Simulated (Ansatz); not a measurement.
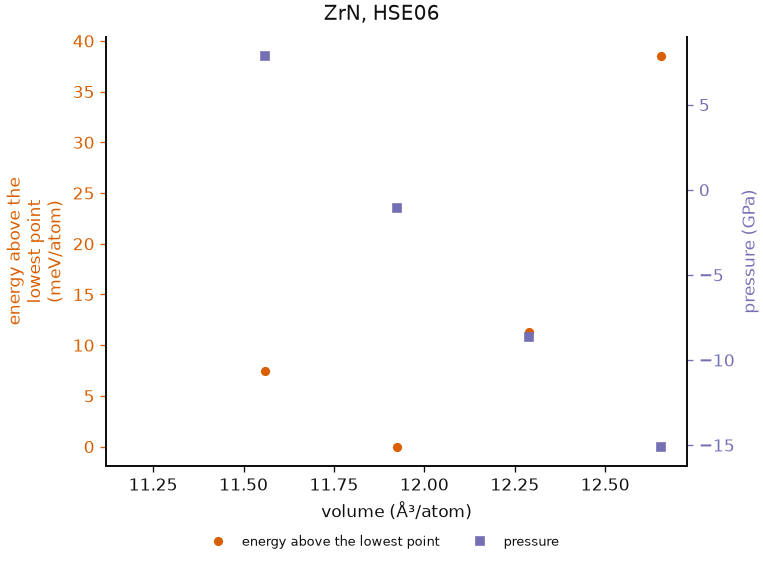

The plot gives the computed energy above the lowest point and pressure against volume for ZrN, space group Fm-3m (No. 225) (one of a set of cubic test structures, which need not be the stable phase).

Calculation (Ansatz 0.2.0 development build): equation of state of a cubic crystal from periodic Kohn-Sham density functional theory without spin, third-order Birch-Murnaghan fit to the free energies; pressure corrected for the finite basis. Level: HSE06.

structure type rock salt; atoms in cell 2; space group number 225; lattice centring face-centred primitive; k mesh 4×4×4; occupation method Fermi–Dirac; occupation width 0.1 eV; wave cutoff 870 eV; datasets hand-made PAW; density tolerance 0 eV; bands 13; density cutoff ratio 4; search for lower states default; exchange singularity regularized.

The point at volume 11.19 Å³/atom is left out of the plot. What does the calculation give there?

```json
{"volume (Å³/atom)": "11.19", "energy above the lowest point (meV/atom)": "37.0", "pressure (GPa)": "18.3"}
```

Caveats: coarse k-mesh, values are not converged in k.
